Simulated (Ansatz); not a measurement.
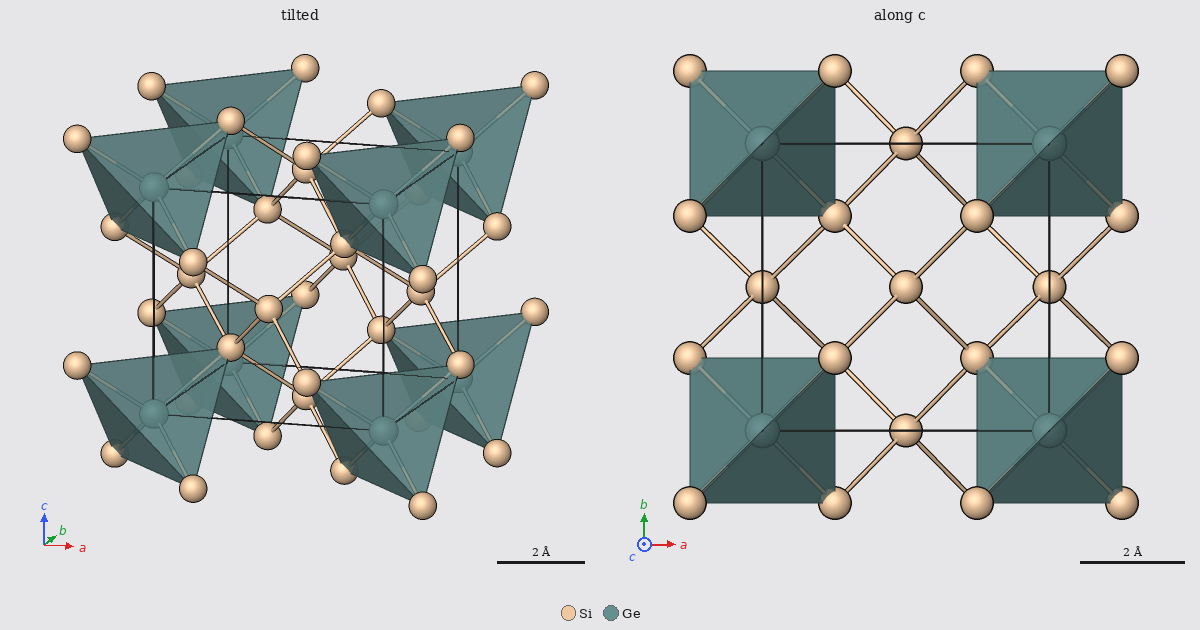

Polyhedral representation of a periodic structure, projected slightly off an axis and along the c axis. One conventional unit cell is framed, with atoms on its boundary repeated. Some neighbours outside the box are added.

Si7Ge, space group P-42m (No. 111), a = 5.57 Å, b = 5.57 Å, c = 5.37 Å, α = 90.00°, β = 90.00°, γ = 90.00°.

All computed values are from Ansatz 0.2.0, DFT PBEsol, scalar-relativistic, plane waves, PAW. Settings: 420 eV cutoff, k-points on an 8×8×8 grid, Gaussian smearing of 0.01 eV, no spin polarisation.

> Does it come out as a metal, or with a gap?

A semiconductor at this level, with a gap of 0.13 eV.

> Which way would the volume go on relaxing?

The computed pressure is -2.1 GPa (stretched: it would shrink). The stress isn't hydrostatic: its largest component is 3.1 GPa.

The cell started as a structure listed in the Materials Project. The cell was then strained or its atoms displaced on purpose. It went into a calculation with Ansatz.
